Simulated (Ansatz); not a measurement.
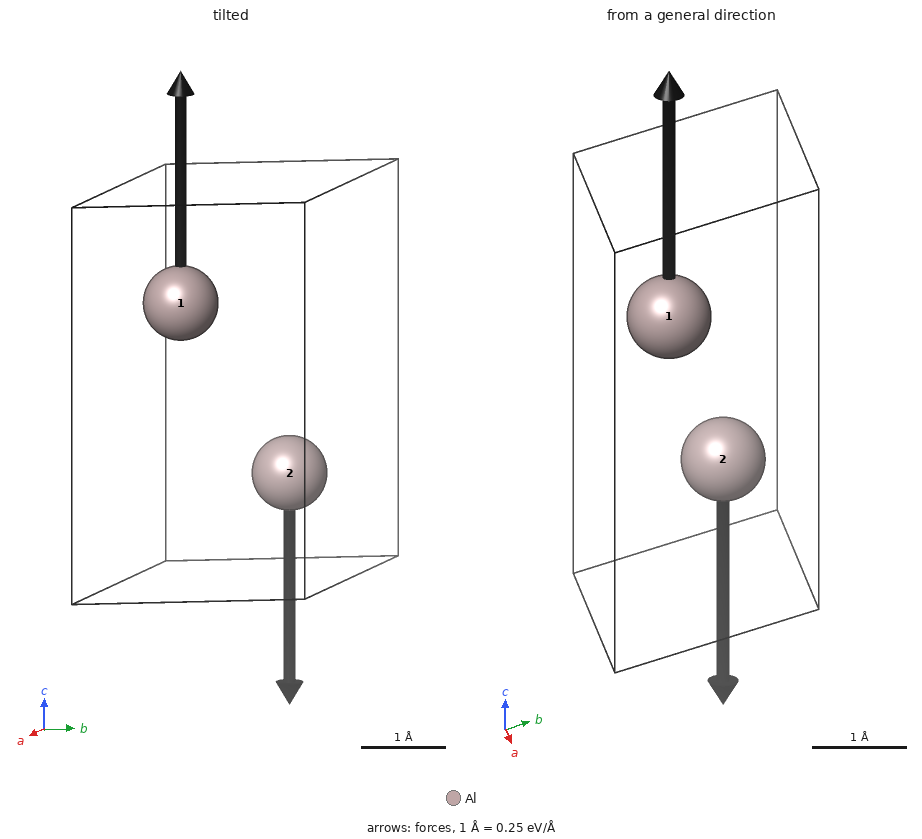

Drawn in the spheres-only manner and seen slightly off an axis and from a general direction. The frame is the simulation cell; atoms at its boundary are shown with their periodic copies. The arrows are the computed forces on the atoms.

System: Al. All computed values are from DFT r2SCAN, scalar-relativistic, plane waves, PAW in Ansatz 0.2.0. Settings: plane waves up to 500 eV, k-points on an 18×18×10 grid, Gaussian smearing of 0.15 eV, no spin polarisation.

Q: Has this structure been optimised to equilibrium?

A: No. The atoms still feel forces of up to about 0.61 eV/Å, far above a usual threshold of 0.01 to 0.03 eV/Å.

Q: On which atom is the force largest?

A: Al1 and Al2, about 0.61 eV/Å.

The structure was taken from a structure listed in the Materials Project. The cell was then strained or its atoms displaced on purpose. A calculation with Ansatz used it as input.
